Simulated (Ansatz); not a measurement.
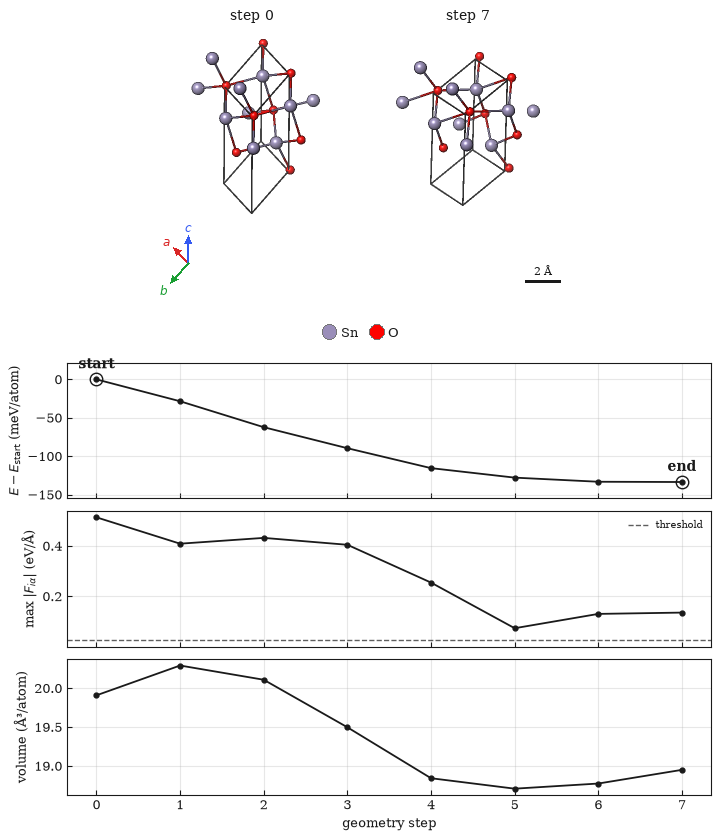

First and last geometry of a relaxation of a crystal of SnO (a generated structure, set up in P1) (coarse preliminary run), with the history of the run. A ball-and-stick model of the cell of the calculation, reduced to other axes, seen from a free direction. Lengths and directions refer to the drawn axes.

These are results of DFT PBE, scalar-relativistic, plane waves, PAW in Ansatz 0.2.0, not measurements. Set-up: plane-wave cutoff 420 eV; k-point mesh 6 × 6 × 6; occupations gaussian; smearing width 0.2 eV; no spin polarisation; cell and atoms relaxed; force threshold 0.025 eV/Å; at most 60 steps.

Did the run converge, and what did it change?

Answer. The run was cut off at its time limit before the relaxation converged, so the last structure is only a point on the way. Over 7 geometry steps the energy falls by 134 meV per atom. The largest force component goes from 0.51 to 0.14 eV/Å. The pressure goes from 2.34 to −0.51 GPa. An O atom moves most relative to the cell: 0.30 Å roughly along [3 0 1]. By element the largest moves are O 0.30 Å, Sn 0.26 Å. The drawn cell changes as follows: a 3.770 → 3.499 Å (−7.2 %), b 3.831 → 3.549 Å (−7.4 %), c 6.576 → 6.513 Å (−1.0 %), α 106.2° → 101.0°, β 90.9° → 100.6°, γ 117.7° → 101.3°; the volume changes by −4.8 %. Near-neighbour distances that change, for instance: O–Sn 2.239 → 2.736 Å, O–Sn 2.484 → 2.846 Å, O–Sn 2.576 → 2.325 Å, O–Sn 2.365 → 2.177 Å. Among the angles between lasting bonds that change: Sn–O–Sn 109.2° → 127.0°, O–Sn–O 100.9° → 113.9°, Sn–O–Sn 110.3° → 123.3°. The space group stays P1 (No. 1). Cost: 2.9 min on 1 thread of Arm Neoverse V2, with other jobs on the host, peak memory 0.44 GiB.

```tsv
step	E − E(0), meV/atom	largest force component, eV/Å	pressure, GPa	volume, Å³/atom
0	0.00	0.5136	2.34	19.909
1	-28.46	0.4090	-0.23	20.292
2	-62.21	0.4320	-2.18	20.109
3	-89.55	0.4047	-2.14	19.498
4	-115.47	0.2546	-0.24	18.843
5	-127.83	0.0736	-0.33	18.708
6	-133.19	0.1304	-0.60	18.774
7	-133.53	0.1356	-0.51	18.951
```
